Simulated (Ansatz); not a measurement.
## Mo$_{8}$Te$_{16}$H (charge +1): geometry relaxation (part 3 of 3)

Mo$_{8}$Te$_{16}$H (defect cell, 25 atoms in the cell, total charge +1); DFT PBE, scalar-relativistic, plane waves, PAW, no spin polarisation (Ansatz 0.2.0); cutoff 420 eV, 2×2×2 k-mesh, Gaussian smearing of 0.01 eV. The structure derives from a Materials Project entry. It belongs to a series of runs on one base structure; here: H interstitial, charge +1, atoms relaxed at the host's cell.

## Output, continued
```
  k-point 7: bands = ["-50.6447", "-50.6387", "-50.6343", "-50.5982", "-49.8209", "-49.8175", "-49.8135", "-49.8088", "-27.4115", "-27.3939", "-27.3924", "-27.3034", "-27.3022", "-26.3992", "-26.3959", "-26.3937", "-26.3874", "-26.3867", "-26.3826", "-26.3720", "-26.3687", "-26.3561", "-26.3532", "-26.3453", "-26.3449", "-26.3437", "-26.3427", "-26.3404", "-26.3374", "-26.3367", "-26.3314", "-26.3308", "-26.3298", "-26.3202", "-26.3187", "-26.3053", "-26.3031", "-26.3011", "-26.3009", "-26.2963",
      "-26.2949", "-26.2930", "-26.2853", "-26.2832", "-26.2797", "-26.2580", "-26.2547", "-26.2513", "-25.6684", "-25.6655", "-25.6559", "-25.6543", "-25.6461", "-25.6439", "-25.6233", "-25.6218", "-25.6210", "-25.6177", "-25.6130", "-25.6115", "-25.6023", "-25.6000", "-25.5972", "-25.5922", "-25.5915", "-25.5870", "-25.5854", "-25.5850", "-25.5800", "-25.5792", "-25.5787", "-25.5751", "-25.5736", "-25.5705", "-25.5637", "-25.5444", "-25.5436", "-25.5423", "-25.5350", "-25.5327",
      "-25.5322", "-25.5311", "-25.5297", "-25.5282", "-25.5088", "-25.4997", "-25.4964", "-25.4958", "-24.8039", "-24.7857", "-24.7647", "-24.7423", "-24.7391", "-24.7187", "-24.6981", "-24.6959", "-24.6801", "-24.6694", "-24.6600", "-24.6481", "-23.9423", "-23.9419", "-23.9294", "-23.9286", "-23.9024", "-23.9009", "-23.8989", "-23.8952", "-23.8829", "-23.8818", "-23.8499", "-23.8496", "-2.3543", "-1.5847", "-1.1718", "-0.9636", "-0.8766", "-0.8259", "-0.7155", "-0.4873",
      "-0.2628", "-0.2060", "-0.1836", "-0.1701", "0.2079", "0.2221", "0.5585", "0.5630", "4.1426", "5.4178", "5.5767", "5.9432", "6.0061", "6.0099", "6.2607", "6.3581", "6.4035", "6.5843", "6.6078", "6.6216", "6.7870", "6.8218", "7.0029", "7.0483", "7.1299", "7.1934", "7.2524", "7.3816", "7.4758", "7.5127", "7.7153", "7.7374", "7.7872", "7.8061", "7.9514", "7.9995", "8.0629", "8.0793", "8.1973", "8.2669",
      "8.3111", "8.3166", "8.4182", "8.7271", "8.8193", "8.9488", "8.9603", "9.1059", "9.1996", "9.2180", "9.2248", "9.3175", "9.4191", "9.4234", "9.5665", "9.7095", "9.7347", "9.8575", "9.8639", "9.9576", "10.1238", "10.1297", "10.5619", "10.5749", "11.3039", "11.3735", "11.5325", "11.5899", "11.7115", "11.7958", "12.0295", "12.0310", "12.1210", "12.1377", "12.1744", "12.3396", "12.3438", "12.4019", "12.5721", "12.6340",
      "12.6616", "12.6668", "12.9348", "12.9451", "13.0012", "13.0073", "13.0159", "13.1459", "13.2860", "13.4575", "13.5929", "13.8564", "14.3280", "14.3364", "14.3469", "14.4436", "14.6011", "15.5193", "15.7971", "16.2252", "16.2856"]
--- Relaxed structure (11 steps of the walk, 10 accepted, 0 SCFs on fresh bases) ---
  F+E_penalty+E_count = -151359.67393717 eV   max|allowed force component| = 1.737e-2 eV/Å
  atoms:
    - { symbol: Te, position: [0.15505673779556764, 0.3453505191909233, 0.3621030567946723] }
    - { symbol: Te, position: [0.6558047208451231, 0.34509593356283197, 0.36202278180668135] }
    - { symbol: Te, position: [0.15545415935795415, 0.8453131821465827, 0.35620678704544284] }
    - { symbol: Te, position: [0.6554755228669542, 0.845693908385396, 0.3620891877259004] }
    - { symbol: Te, position: [0.3289202434626432, 0.1665724633423352, 0.8735131068359311] }
    - { symbol: Te, position: [0.8296169120442508, 0.16764678787479018, 0.8739724151898262] }
    - { symbol: Te, position: [0.32942854566111635, 0.6678929638454418, 0.8735196498863209] }
    - { symbol: Te, position: [0.8305422694419328, 0.6682871884713495, 0.8735051116992051] }
    - { symbol: Te, position: [0.3299012983848831, 0.1680316091552213, 0.6380088410280245] }
    - { symbol: Te, position: [0.829587428036198, 0.1677302088343432, 0.638012671914668] }
    - { symbol: Te, position: [0.3299098901620611, 0.6673300733874208, 0.6378998481029066] }
    - { symbol: Te, position: [0.8291936739758037, 0.6673266572007832, 0.6379837928313901] }
    - { symbol: Te, position: [0.15319333805646632, 0.3439708686183569, 0.12163645278765506] }
    - { symbol: Te, position: [0.6566693787338082, 0.34402823840916236, 0.1218247061444068] }
    - { symbol: Te, position: [0.15526029270250755, 0.8458849994064592, 0.137056633530278] }
    - { symbol: Te, position: [0.6567600815128116, 0.8475736558423845, 0.12160393551136132] }
    - { symbol: Mo, position: [0.1625343289820942, 0.3341181852283061, 0.7560853561878743] }
    - { symbol: Mo, position: [0.6631678605999706, 0.33409187342793123, 0.7561751490455944] }
    - { symbol: Mo, position: [0.16305399683875152, 0.8341016057500146, 0.7554757392574838] }
    - { symbol: Mo, position: [0.663152241870233, 0.8347336343407332, 0.7560620074927482] }
    - { symbol: Mo, position: [0.3289133879321188, 0.19253996125609146, 0.2416852900171206] }
    - { symbol: Mo, position: [0.8222625170498452, 0.1784773892473483, 0.2423600976723154] }
    - { symbol: Mo, position: [0.32906237622741913, 0.6717840334353411, 0.2414264583635846] }
    - { symbol: Mo, position: [0.8082965465350279, 0.6719269406220185, 0.2416208713015882] }
    - { symbol: H, position: [0.1523099768244583, -0.14716922898156537, 0.025519677027021216] }
```

## Trajectory as extended XYZ (Å, eV, eV/Å), 4 of the 11 frames kept, from step=1 to step=11
```
25
Lattice="3.5567 -6.1603 0.0000 -7.1133 -0.0000 0.0000 0.0000 0.0000 -15.3316" Properties=species:S:1:pos:R:3:forces:R:3 step=1 energy=-151359.24007
Te   -1.7853   -1.0171   -5.5970    0.0033  -0.0042  -0.1038
Te   -0.0292   -4.0891   -5.5805   -0.0364   0.0118   0.0105
Te   -5.3543   -1.0148   -5.5811    0.0036   0.0097  -0.0396
Te   -3.5678   -4.1043   -5.5969    0.0168  -0.0001  -0.0786
Te   -0.0194   -2.0212  -13.3140   -0.0437  -0.0633   0.0309
Te    1.7309   -5.0896  -13.3239    0.2325  -0.2211   0.0477
Te   -3.5796   -2.0366  -13.3139    0.0124   0.0203  -0.0526
Te   -1.7846   -5.0905  -13.3406   -0.1416  -0.1693   0.2860
Te   -0.0219   -2.0369   -9.6957    0.0134   0.0115   0.0123
Te    1.7594   -5.1191   -9.6950   -0.0049  -0.0005   0.0456
Te   -3.5789   -2.0370   -9.6979    0.0024  -0.0123   0.0104
Te   -1.8004   -5.1174   -9.6957   -0.0069  -0.0192  -0.0068
Te   -1.8283   -1.0111   -1.9739    0.0760   0.0010  -0.0386
Te   -0.0218   -4.0936   -1.9646   -0.0689  -0.0086   0.1274
Te   -5.4551   -0.9817   -1.8962   -0.0223   0.1990  -0.1168
Te   -3.6003   -4.0803   -1.9529    0.0921  -0.0291  -0.2323
Mo   -1.7994   -1.0099  -11.5063   -0.1667   0.1917  -0.1076
Mo   -0.0185   -4.0926  -11.5006    0.0234   0.0682  -0.0239
Mo   -5.3583   -1.0096  -11.5058    0.1469   0.1228  -0.1454
Mo   -3.5786   -4.0916  -11.5063   -0.0932   0.0836  -0.1531
Mo   -0.0203   -2.0283   -3.7629   -0.1154  -0.2415  -0.0102
Mo    1.7505   -5.1168   -3.7791   -0.1543   0.1096   0.0089
Mo   -3.5627   -2.0488   -3.8204   -0.1060  -0.0282   0.3867
Mo   -1.8094   -5.1274   -3.7632    0.0908   0.1116   0.1431
H     0.5000   -0.2958   -0.7280    0.2468  -0.1436  -0.0002
25
Lattice="3.5567 -6.1603 0.0000 -7.1133 -0.0000 0.0000 0.0000 0.0000 -15.3316" Properties=species:S:1:pos:R:3:forces:R:3 step=4 energy=-151359.35072
Te   -1.8105   -1.0154   -5.5934   -0.0241   0.0084   0.0032
Te   -0.0396   -4.0863   -5.5992   -0.0093   0.0015  -0.0195
Te   -5.3655   -1.0116   -5.5606   -0.0228   0.0123   0.0142
Te   -3.5833   -4.0879   -5.5930   -0.0212   0.0120   0.0015
Te   -0.0283   -2.0328  -13.3073   -0.0012   0.0133  -0.0051
Te    1.7556   -5.1121  -13.3364   -0.0046   0.0067  -0.0162
Te   -3.5810   -2.0309  -13.3416   -0.0040   0.0032  -0.0116
Te   -1.8021   -5.1063  -13.3075   -0.0066   0.0041  -0.0122
Te   -0.0238   -2.0277   -9.7144   -0.0029   0.0066  -0.0159
Te    1.7568   -5.1128   -9.6873   -0.0034   0.0076  -0.0027
Te   -3.5812   -2.0313   -9.6935   -0.0049   0.0066  -0.0043
Te   -1.8044   -5.1125   -9.7140   -0.0027   0.0078  -0.0147
Te   -1.8185   -1.0010   -1.9689    0.0040   0.0051   0.0226
Te   -0.0314   -4.0910   -1.9348   -0.0053   0.0037  -0.0031
Te   -5.4536   -0.9615   -1.9720   -0.0485   0.0281  -0.1161
Te   -3.6002   -4.0884   -1.9689   -0.0051  -0.0078   0.0285
Mo   -1.8247   -0.9920  -11.5154    0.0175  -0.0148  -0.0031
Mo   -0.0010   -4.0967  -11.5079   -0.0035  -0.0086  -0.0048
Mo   -5.3412   -1.0126  -11.5169   -0.0220  -0.0095   0.0064
Mo   -3.6011   -4.0717  -11.5158    0.0069  -0.0082   0.0029
Mo   -0.0527   -2.0544   -3.7664   -0.0631   0.0210   0.0158
Mo    1.7251   -5.1046   -3.7800    0.0263  -0.0164  -0.0039
Mo   -3.5732   -2.0466   -3.7797    0.0174  -0.0032   0.0554
Mo   -1.8056   -5.0922   -3.7652   -0.0458   0.0538  -0.0010
H     0.6520   -0.3805   -0.6523    0.2291  -0.1334   0.0836
25
Lattice="3.5567 -6.1603 0.0000 -7.1133 -0.0000 0.0000 0.0000 0.0000 -15.3316" Properties=species:S:1:pos:R:3:forces:R:3 step=8 energy=-151359.61513
Te   -1.8777   -0.9849   -5.5971   -0.0212   0.0172   0.0013
Te   -0.0739   -4.0665   -5.6062   -0.0204   0.0154   0.0120
Te   -5.4204   -0.9793   -5.5140   -0.0220   0.0127  -0.0095
Te   -3.6446   -4.0452   -5.5976   -0.0258   0.0133   0.0017
Te   -0.0233   -2.0215  -13.3366    0.0091  -0.0033  -0.0267
Te    1.7525   -5.1107  -13.3463   -0.0115   0.0116  -0.0125
Te   -3.5853   -2.0287  -13.3430    0.0023  -0.0009   0.0018
Te   -1.8111   -5.1176  -13.3351    0.0142   0.0057  -0.0358
Te   -0.0296   -2.0292   -9.7307    0.0009  -0.0051   0.0033
Te    1.7492   -5.1078   -9.7243   -0.0012  -0.0026  -0.0127
Te   -3.5824   -2.0294   -9.7245    0.0020  -0.0036  -0.0011
Te   -1.8061   -5.1063   -9.7306    0.0030  -0.0022   0.0019
Te   -1.8603   -0.9701   -1.9185    0.0068   0.0239   0.0320
Te   -0.0654   -4.0706   -1.9310   -0.0363   0.0213   0.0187
Te   -5.4687   -0.9501   -2.1376   -0.1465   0.0705   0.5277
Te   -3.6481   -4.0666   -1.9189   -0.0215  -0.0203   0.0388
Mo   -1.8098   -0.9980  -11.5374    0.0075  -0.0086   0.0008
Mo   -0.0220   -4.0851  -11.5391   -0.0145   0.0032  -0.0129
Mo   -5.3581   -1.0048  -11.5312   -0.0037  -0.0017   0.0069
Mo   -3.5901   -4.0809  -11.5370    0.0101  -0.0022   0.0008
Mo   -0.1613   -2.0441   -3.7648   -0.0187  -0.0288   0.0033
Mo    1.7028   -5.0920   -3.7693   -0.0432   0.0247   0.0105
Mo   -3.5890   -2.0371   -3.7291    0.0527  -0.0253  -0.1472
Mo   -1.8691   -5.0009   -3.7650    0.0202   0.0340   0.0026
H     1.2586   -0.7333   -0.4275    0.2585  -0.1492  -0.4047
25
Lattice="3.5567 -6.1603 0.0000 -7.1133 -0.0000 0.0000 0.0000 0.0000 -15.3316" Properties=species:S:1:pos:R:3:forces:R:3 step=11 energy=-151359.67394
Te   -1.9051   -0.9552   -5.5516    0.0002   0.0014   0.0073
Te   -0.1223   -4.0400   -5.5504    0.0025  -0.0016  -0.0029
Te   -5.4601   -0.9576   -5.4612    0.0034  -0.0019  -0.0021
Te   -3.6844   -4.0379   -5.5514   -0.0012  -0.0011   0.0071
Te   -0.0150   -2.0263  -13.3924   -0.0020  -0.0004   0.0049
Te    1.7581   -5.1107  -13.3994   -0.0008   0.0006   0.0044
Te   -3.5793   -2.0294  -13.3925   -0.0003   0.0004   0.0064
Te   -1.7998   -5.1164  -13.3922   -0.0004   0.0022   0.0048
Te   -0.0219   -2.0323   -9.7817   -0.0021   0.0008  -0.0032
Te    1.7574   -5.1105   -9.7818   -0.0008   0.0006  -0.0038
Te   -3.5736   -2.0324   -9.7800    0.0001   0.0001  -0.0030
Te   -1.7977   -5.1081   -9.7813   -0.0016   0.0016  -0.0034
Te   -1.9019   -0.9437   -1.8649    0.0005  -0.0048   0.0025
Te   -0.1116   -4.0453   -1.8678   -0.0037   0.0017   0.0093
Te   -5.4648   -0.9565   -2.1013   -0.0018   0.0011  -0.0057
Te   -3.6932   -4.0459   -1.8644    0.0046   0.0015   0.0026
Mo   -1.7986   -1.0013  -11.5920   -0.0021   0.0023   0.0015
Mo   -0.0178   -4.0853  -11.5934    0.0007  -0.0004   0.0033
Mo   -5.3533   -1.0045  -11.5827   -0.0006   0.0002  -0.0095
Mo   -3.5791   -4.0852  -11.5916   -0.0030   0.0009   0.0016
Mo   -0.1998   -2.0262   -3.7054    0.0011  -0.0049   0.0025
Mo    1.6549   -5.0654   -3.7158   -0.0010   0.0005  -0.0091
Mo   -3.6083   -2.0271   -3.7015    0.0023  -0.0012  -0.0011
Mo   -1.9048   -4.9794   -3.7044    0.0047   0.0013   0.0028
H     1.5886   -0.9383   -0.3913    0.0014  -0.0007  -0.0174
```

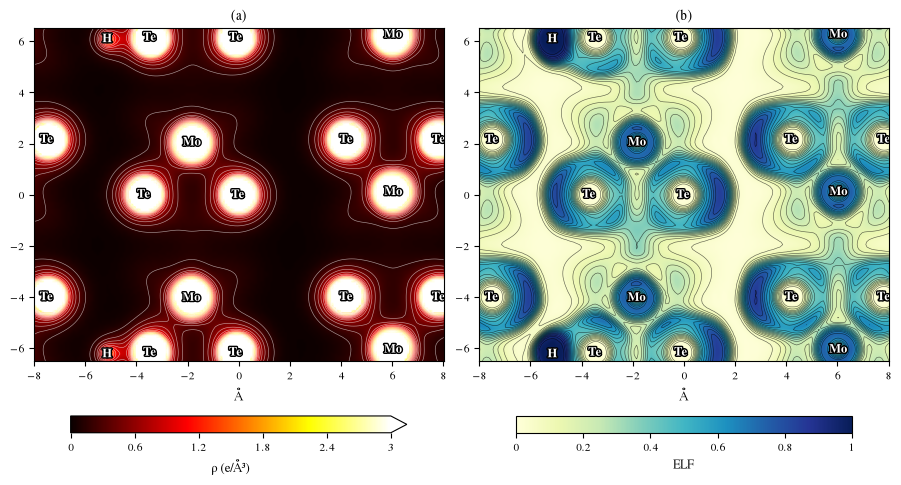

**Figure 1.** (a) valence electron density; (b) ELF on the (110) plane of the calculation cell. Te–H (1.71 Å): ρ at the midpoint is about 1 e/Å³, with its minimum of 0.85 e/Å³ about 1.0 Å from Te; the ELF climbs to about 1 towards the hydrogen. Te–Mo (2.67 Å): ρ is about 0.47 e/Å³ halfway; the ELF peaks at about 0.65 between the atoms. Te–Mo (2.75 Å): ρ at the midpoint is about 0.43 e/Å³; the ELF is about 0.55 at the midpoint. Away from the nuclei the density in this plane falls to 0.006 e/Å³ at its lowest. The strong features right at Mo lie inside the PAW spheres (semicore, d or f shells) and say nothing about bonding. Core electrons are frozen (PAW), so the fields are smoothed inside the atomic spheres.
